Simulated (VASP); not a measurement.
## GW on AlN

Aim: the quasiparticle gap of AlN, and what it costs to get it. The cell is of the wurtzite type, one of the forms listed for this formula. The start is a cell from a database of measured crystal structures.

Program: VASP 6.6.1. Level of theory: PBE; plane waves and PAW (Al_GW, N_GW), in the first sound run; inputs show where later runs differ. Results are calculated unless marked as measured.

The database entry behind the starting cell differs from later determinations by our own check (inner coordinate u about 0.002 short), so it need not match the best structure at ambient conditions.

**1. Starting point**

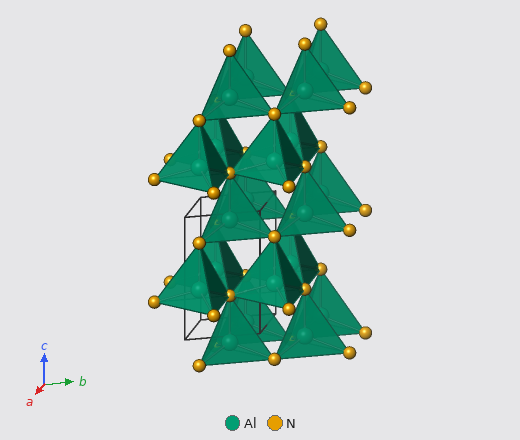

The starting structure, seen slightly off an axis (aluminium teal, nitrogen orange). 2×2×2 cells are drawn. Some periodic images of atoms are drawn too.

**2. Empty bands, functional PBE**

ALGO = Exact makes the empty bands from the converged ground state in one step. LOPTICS writes the k-derivatives of the orbitals (WAVEDER), which give the long-wavelength limit of the screening.

Input file INCAR:

```
SYSTEM = AlN
PREC = Accurate
ENCUT = 450
ISMEAR = 0
SIGMA = 0.01
LREAL = .FALSE.
GGA = PE
NBANDS = 128
ALGO = Exact
NELM = 1
LWAVE = .TRUE.
LCHARG = .FALSE.
LOPTICS = .TRUE.
NEDOS = 1000
CSHIFT = 0.1
```

Input file POSCAR:

```
AlN
1.0
    3.1130000000      0.0000000000      0.0000000000
   -1.5565000000      2.6959370820      0.0000000000
    0.0000000000      0.0000000000      4.9810000000
Al N
2 2
Direct
    0.6666666667      0.3333333333      0.5000000000
    0.3333333333      0.6666666667      0.0000000000
    0.6666666667      0.3333333333      0.8800000000
    0.3333333333      0.6666666667      0.3800000000
```

Input file KPOINTS:

```
Automatic mesh
0
Gamma
3 3 2
0 0 0
```

The projector-augmented-wave data sets are Al_GW and N_GW (PBE family, release 64).

On the command line:

```bash
$ mpirun -np 8 vasp_std
```

The log of the run:

```text
[banner, memory and clock lines left out]
running    8 mpi-ranks, on    1 nodes
 distrk:  each k-point on    8 cores,    1 groups
 distr:  one band on    1 cores,    8 groups

 POSCAR found type information on POSCAR AlN
 POSCAR found :  2 types and       4 ions
|                                                                             |
|           W    W    AA    RRRRR   N    N  II  N    N   GGGG   !!!           |
|           W    W   A  A   R    R  NN   N  II  NN   N  G    G  !!!           |
|           W    W  A    A  R    R  N N  N  II  N N  N  G       !!!           |
|           W WW W  AAAAAA  RRRRR   N  N N  II  N  N N  G  GGG   !            |
|           WW  WW  A    A  R   R   N   NN  II  N   NN  G    G                |
|           W    W  A    A  R    R  N    N  II  N    N   GGGG   !!!           |
|                                                                             |
|     For optimal performance we recommend to set                             |
|       NCORE = 2 up to number-of-cores-per-socket                            |
|     NCORE specifies how many cores store one orbital (NPAR=cpu/NCORE).      |
|     This setting can greatly improve the performance of VASP for DFT.       |
|     The default, NCORE=1 might be grossly inefficient on modern             |
|     multi-core architectures or massively parallel machines. Do your        |
|     Unfortunately you need to use the default for GW and RPA                |
|     calculations (for HF NCORE is supported but not extensively tested      |
|     yet).                                                                   |
|                                                                             |

 LDA part: xc-table for (Slater+PW92), standard interpolation
 found WAVECAR, reading the header
  number of bands has changed, file:    16 present:   128
  trying to continue reading WAVECAR, but it might fail
 POSCAR, INCAR and KPOINTS ok, starting setup
 FFT: planning ... GRIDC
 FFT: planning ... GRID_SOFT
 FFT: planning ... GRID
 reading WAVECAR
 random initialization beyond band           16
 the WAVECAR file was read successfully
 initial charge from wavefunction
 entering main loop
       N       E                     dE             d eps       ncg     rms          rms(c)
DIA:   1    -0.296297259688E+02   -0.29630E+02    0.00000E+00     0   0.000E+00
   1 F= -.29629726E+02 E0= -.29629726E+02  d E =-.122004E-21
 writing wavefunctions
 optical routines
 imaginary and real dielectric function
 recalculating local potential from charge density
 direction            1
 direction            2
 direction            3
```

Run time: 4.6 s. Hardware: 8 MPI ranks of AMD EPYC 7R32 (Zen 2), shared host; peak memory 0.88 GiB.

The logs omit lines about the potential files and the build; timing stands in the text.

Parts of OUTCAR (step 2):

```text
ion  position               nearest neighbor table
   1  0.667  0.333  0.500-   3 1.89   4 1.89   4 1.89   4 1.89
   2  0.333  0.667  0.000-   4 1.89   3 1.89   3 1.89   3 1.89
   3  0.667  0.333  0.880-   1 1.89   2 1.89   2 1.89   2 1.89
   4  0.333  0.667  0.380-   2 1.89   1 1.89   1 1.89   1 1.89

  LATTYP: Found a hexagonal cell.
 ALAT       =     3.1130000000
 C/A-ratio  =     1.6000642467

 Subroutine GETGRP returns: Found 12 space group operations
 (whereof  6 operations were pure point group operations)

The static configuration has the point symmetry C_3v.
 The point group associated with its full space group is C_6v.

 Found      6 irreducible k-points:

   k-points           NKPTS =      6   k-points in BZ     NKDIM =      6   number of bands    NBANDS=    128

   dimension x,y,z NGX =    24 NGY =   24 NGZ =   36
   dimension x,y,z NGXF=    48 NGYF=   48 NGZF=   72

   ENCUT  =  450.0 eV  33.07 Ry    5.75 a.u.   5.38  5.38  8.62*2*pi/ulx,y,z

   NELECT =      16.0000    total number of electrons

 k-points in reciprocal lattice and weights: Automatic mesh
   0.00000000  0.00000000  0.00000000       0.056
   0.33333333  0.00000000  0.00000000       0.333
   0.33333333  0.33333333  0.00000000       0.111
   0.00000000  0.00000000  0.50000000       0.056
   0.33333333  0.00000000  0.50000000       0.333
   0.33333333  0.33333333  0.50000000       0.111

 average (electrostatic) potential at core
       1 -50.0477       2 -50.0477       3 -59.9228       4 -59.9228

 E-fermi :   5.2253

 k-point     1 :       0.0000    0.0000    0.0000
  band No.  band energies     occupation
    ...
      4       4.3242      2.00000
      5       4.3242      2.00000
      6       4.9836      2.00000
      7       4.9836      2.00000
      8       5.1601      2.00000
      9       9.3572      0.00000
     10      11.7862      0.00000
     11      15.7603      0.00000
     12      16.2733      0.00000
     13      16.2733      0.00000
    ...

 k-point     2 :       0.3333    0.0000    0.0000
  band No.  band energies     occupation
    ...
      4       0.7264      2.00000
      5       1.8551      2.00000
      6       3.3363      2.00000
      7       4.2852      2.00000
      8       4.6430      2.00000
      9      11.3732      0.00000
     10      11.8401      0.00000
     11      13.1034      0.00000
     12      15.4738      0.00000
     13      16.4894      0.00000
    ...

 k-point     3 :       0.3333    0.3333    0.0000
  band No.  band energies     occupation
    ...
      4       1.3825      2.00000
      5       1.3825      2.00000
      6       2.7318      2.00000
      7       2.7678      2.00000
      8       2.7678      2.00000
      9      10.1730      0.00000
     10      13.5206      0.00000
     11      14.8340      0.00000
     12      14.8340      0.00000
     13      16.6950      0.00000
    ...

  Total        0.3810059      0.3810059      0.2839346      0.0000000     -0.0000000      0.0000000
  in kB       14.6028253     14.6028253     10.8823713      0.0000000     -0.0000000      0.0000000
  external PRESSURE =      13.3626739 kB  Pullay stress =       0.0000000 kB

  energy-cutoff  :      450.00
  volume of cell :       41.80
      direct lattice vectors                 reciprocal lattice vectors
     3.113000000  0.000000000  0.000000000     0.321233537  0.185464269  0.000000000
    -1.556500000  2.695937082  0.000000000     0.000000000  0.370928538  0.000000000
     0.000000000  0.000000000  4.981000000     0.000000000  0.000000000  0.200762899

 POSITION                                       TOTAL-FORCE (eV/Angst)
 -----------------------------------------------------------------------------------
      1.55650      0.89865      2.49050         0.000000     -0.000000     -0.198875
     -0.00000      1.79729      0.00000        -0.000000      0.000000     -0.198875
      1.55650      0.89865      4.38328        -0.000000     -0.000000      0.198875
     -0.00000      1.79729      1.89278        -0.000000     -0.000000      0.198875
 -----------------------------------------------------------------------------------
    total drift:                               -0.000000     -0.000000     -0.000209

  FREE ENERGIE OF THE ION-ELECTRON SYSTEM (eV)
  ---------------------------------------------------
  free  energy   TOTEN  =       -29.6297259688 eV

  energy  without entropy=      -29.6297259688  energy(sigma->0) =      -29.62972597

 plasma frequency squared (from intraband transitions) (eV^2)
  --------------------------------------------------------------------------------------
       0.000       0.000       0.000
       0.000       0.000      -0.000
       0.000      -0.000       0.000

[... 3 further parts left out ...]
```

WAVECAR now holds 128 bands for 16 electrons. Its independent-particle dielectric tensor has xx, yy, zz = 5.8, 5.8, 4.9 on this mesh, which isn't tested for convergence in mesh or bands and lacks local fields.

**3. G0W0, functional PBE, start PBE**

This step: G0W0 on PBE; plane waves and PAW (Al_GW, N_GW) (VASP 6.6.1).

One pass of GW corrects the levels to first order, with G and W from the starting orbitals.

Input file INCAR:

```
SYSTEM = AlN
PREC = Accurate
ENCUT = 450
ISMEAR = 0
SIGMA = 0.01
LREAL = .FALSE.
GGA = PE
NBANDS = 128
ALGO = EVGW0
NELMGW = 1
ENCUTGW = 120
NOMEGA = 64
PRECFOCK = Fast
NBANDSGW = 16
LWAVE = .FALSE.
LCHARG = .FALSE.
```

POSCAR is that of step 2.

KPOINTS is that of step 2.

On the command line:

```bash
$ mpirun -np 8 vasp_std
```

The log of the run:

```text
[banner, memory and clock lines left out]
running    8 mpi-ranks, on    1 nodes
 distrk:  each k-point on    8 cores,    1 groups
 distr:  one band on    1 cores,    8 groups

 POSCAR found type information on POSCAR AlN
 POSCAR found :  2 types and       4 ions
 [... a notice as in an earlier step ...]

|                                                                             |
|           W    W    AA    RRRRR   N    N  II  N    N   GGGG   !!!           |
|           W    W   A  A   R    R  NN   N  II  NN   N  G    G  !!!           |
|           W    W  A    A  R    R  N N  N  II  N N  N  G       !!!           |
|           W WW W  AAAAAA  RRRRR   N  N N  II  N  N N  G  GGG   !            |
|           WW  WW  A    A  R   R   N   NN  II  N   NN  G    G                |
|           W    W  A    A  R    R  N    N  II  N    N   GGGG   !!!           |
|                                                                             |
|     The default for ENCUTGWSOFT is different in this version of VASP.       |
|     please manually set ENCUTGWSOFT =120 in the INCAR file.                 |
|                                                                             |

 LDA part: xc-table for (Slater+PW92), standard interpolation
 found WAVECAR, reading the header
 POSCAR, INCAR and KPOINTS ok, starting setup
 FFT: planning ... GRIDC
 FFT: planning ... GRID_SOFT
 FFT: planning ... GRID
 reading WAVECAR
 the WAVECAR file was read successfully
 initial charge from wavefunction
 available memory per node:     15.98 GB, setting MAXMEM to     16365

 The Fermi energy was updated, please check that it is located mid-gap
 values below the HOMO (VB) or above the LUMO (CB) will cause erroneous energies
 E-fermi :   7.2587

 calculate exact exchange contribution
 the WAVEDER file was read successfully
energies w=
    0.000    0.000    0.708    0.000    1.415    0.000    2.118    0.000
    2.817    0.000    3.510    0.000    4.196    0.000    4.874    0.000
    5.543    0.000    6.203    0.000    6.855    0.000    7.497    0.000
    8.130    0.000    8.755    0.000    9.372    0.000    9.982    0.000
   10.586    0.000   11.184    0.000   11.777    0.000   12.368    0.000
   12.956    0.000   13.543    0.000   14.130    0.000   14.720    0.000
   15.312    0.000   15.909    0.000   16.512    0.000   17.124    0.000
   17.745    0.000   18.379    0.000   19.026    0.000   19.691    0.000
   20.374    0.000   21.080    0.000   21.811    0.000   22.571    0.000
   23.364    0.000   24.194    0.000   25.068    0.000   25.991    0.000
   26.970    0.000   28.014    0.000   29.131    0.000   30.334    0.000
   31.635    0.000   33.051    0.000   34.603    0.000   36.312    0.000
   38.209    0.000   40.331    0.000   42.725    0.000   45.450    0.000
   48.584    0.000   52.231    0.000   56.531    0.000   61.680    0.000
   67.956    0.000   75.775    0.000   85.781    0.000   99.027    0.000
  117.368    0.000  144.397    0.000  188.109    0.000  270.617    0.000
 responsefunction array rank=     136
 LDA part: xc-table for (Slater+PW92), standard interpolation

 min. memory requirement per mpi rank     73.1 MB, per node    584.8 MB

 allocating   8 responsefunctions rank=   136
 shmem allocating  64 responsefunctions rank=   136
 response function shared by NCSHMEM nodes    1
 Doing            8  frequencies on each core in blocks of           64
NQ=   1    0.0000    0.0000    0.0000,
|.........|.........|.........|.........|.........|.........|.........|.........
 performed         59000 updates of chi_q(r,r)
 total number of BLAS operations          8.62 Gflops
NQ=   2    0.3333    0.0000    0.0000,
|.........|.........|.........|.........|.........|.........|.........|.........
 performed        167000 updates of chi_q(r,r)
 total number of BLAS operations         23.04 Gflops
NQ=   3    0.3333    0.3333    0.0000,
|.........|.........|.........|.........|.........|.........|.........|.........
 performed        242000 updates of chi_q(r,r)
 total number of BLAS operations         33.09 Gflops
NQ=   4    0.0000    0.0000    0.5000,
|.........|.........|.........|.........|.........|.........|.........|.........
 performed        301000 updates of chi_q(r,r)
 total number of BLAS operations         39.46 Gflops
NQ=   5    0.3333    0.0000    0.5000,
|.........|.........|.........|.........|.........|.........|.........|.........
 performed        409000 updates of chi_q(r,r)
 total number of BLAS operations         52.78 Gflops
NQ=   6    0.3333    0.3333    0.5000,
|.........|.........|.........|.........|.........|.........|.........|.........
 performed        484000 updates of chi_q(r,r)
 total number of BLAS operations         60.63 Gflops
 resolving degeneracies of screened two electron integrals

 calculate QP shifts <psi_nk| G(iteration)W_0 |psi_nk>: iteration 1
 entering main loop
```

The job ended after 8 s (8 MPI ranks; peak memory 0.92 GiB).

From OUTCAR (step 3):

```text
 Found      6 irreducible k-points:

   k-points           NKPTS =      6   k-points in BZ     NKDIM =     18   number of bands    NBANDS=    128

   NELECT =      16.0000    total number of electrons

 E-fermi :   7.2587

 QP shifts <psi_nk| G(iteration)W_0 |psi_nk>: iteration 1
 for sc-GW calculations column KS-energies equals QP-energies in previous step
 and V_xc(KS)=  KS-energies - (<T + V_ion + V_H > + <T+V_H+V_ion>^1  + <V_x>^1)
 k-point   1 :       0.0000    0.0000    0.0000
  band No.  KS-energies  QP-energies   sigma(KS)   V_xc(KS)     V^pw_x(r,r')   Z            occupation Imag(sigma)
    ...
      5       4.3242       3.4729     -17.4044     -16.3009     -20.8602       0.7715       2.0000       0.0867
      6       4.9836       4.2220     -17.7502     -16.7703     -21.0827       0.7772       2.0000       0.0802
      7       4.9836       4.2220     -17.7502     -16.7703     -21.0827       0.7772       2.0000       0.0802
      8       5.1601       4.4819     -17.7358     -16.8649     -20.8913       0.7788       2.0000       0.0775
      9       9.3572      10.1470     -11.5076     -12.4922      -7.5066       0.8023       0.0000      -0.0769
     10      11.7862      12.6266      -9.8976     -10.9389      -5.4469       0.8072       0.0000      -0.0854
     11      15.7603      16.9209     -12.3935     -13.9333      -7.0646       0.7537       0.0000      -0.1545
     12      16.2733      17.1165      -8.8163      -9.8752      -3.8486       0.7963       0.0000      -0.1221
    ...

 k-point   2 :       0.3333    0.0000    0.0000
  band No.  KS-energies  QP-energies   sigma(KS)   V_xc(KS)     V^pw_x(r,r')   Z            occupation Imag(sigma)
    ...
      5       1.8551       0.7890     -15.8970     -14.5002     -19.5181       0.7632       2.0000       0.1093
      6       3.3363       2.3485     -16.7022     -15.4169     -20.2637       0.7685       2.0000       0.0943
      7       4.2852       3.4796     -16.9866     -15.9438     -20.2055       0.7726       2.0000       0.0830
      8       4.6430       3.8401     -17.5681     -16.5325     -20.9339       0.7753       2.0000       0.0826
      9      11.3732      12.0865      -9.8281     -10.7145      -5.5275       0.8048       0.0000      -0.0840
     10      11.8401      12.5176      -9.5404     -10.3821      -5.1648       0.8050       0.0000      -0.0873
     11      13.1034      14.0454     -10.9640     -12.1466      -6.4567       0.7965       0.0000      -0.0931
     12      15.4738      16.5731     -11.2395     -12.6518      -6.2977       0.7784       0.0000      -0.1195
    ...

 k-point   3 :       0.3333    0.3333    0.0000
  band No.  KS-energies  QP-energies   sigma(KS)   V_xc(KS)     V^pw_x(r,r')   Z            occupation Imag(sigma)
    ...
      5       1.3825       0.2851     -15.5170     -14.0663     -19.2096       0.7564       2.0000       0.1191
      6       2.7318       1.6789     -16.1455     -14.7816     -19.6381       0.7720       2.0000       0.0975
      7       2.7678       1.7797     -16.0816     -14.7891     -19.5510       0.7645       2.0000       0.0986
      8       2.7678       1.7797     -16.0816     -14.7891     -19.5510       0.7645       2.0000       0.0986
      9      10.1730      10.6034      -8.2014      -8.7271      -3.9581       0.8188       0.0000      -0.0799
     10      13.5206      14.4844     -11.4816     -12.7123      -6.9565       0.7831       0.0000      -0.1017
     11      14.8340      15.8969     -11.4293     -12.7884      -6.6685       0.7821       0.0000      -0.1073
     12      14.8340      15.8969     -11.4293     -12.7884      -6.6685       0.7821       0.0000      -0.1073
    ...

[... 8 parts as in an earlier step ...]

[... 3 further parts left out ...]
```

This step gave:

```yaml
quasiparticle_gap_on_the_mesh: 5.665 eV
smallest_direct_quasiparticle_gap_on_the_mesh: 5.665 eV
gap_of_the_starting_orbitals_on_the_mesh: 4.197 eV
```

GW takes the gap from 4.197 to 5.665 eV. The value holds for 128 bands, ENCUTGW = 120 eV and this mesh, and isn't shown to be converged in them.

(Continued in part 2 of 5.)

[Lines on the potential files, build, host, timing and source positions are cut from VASP's logs without a mark.]

[Logs are printed without paths, hosts, clocks, repeated set-up lines and the standing remarks that a program may print on its own settings, such as how far it seeks lower states.]

[Hosts, paths, dates, database ids (printed as entryN), source tags and the programs' standing remarks are cut or masked in the printed files.]

[Pressures printed for these runs are not shown converged in the cutoff: they can be off by several GPa and have the wrong sign.]
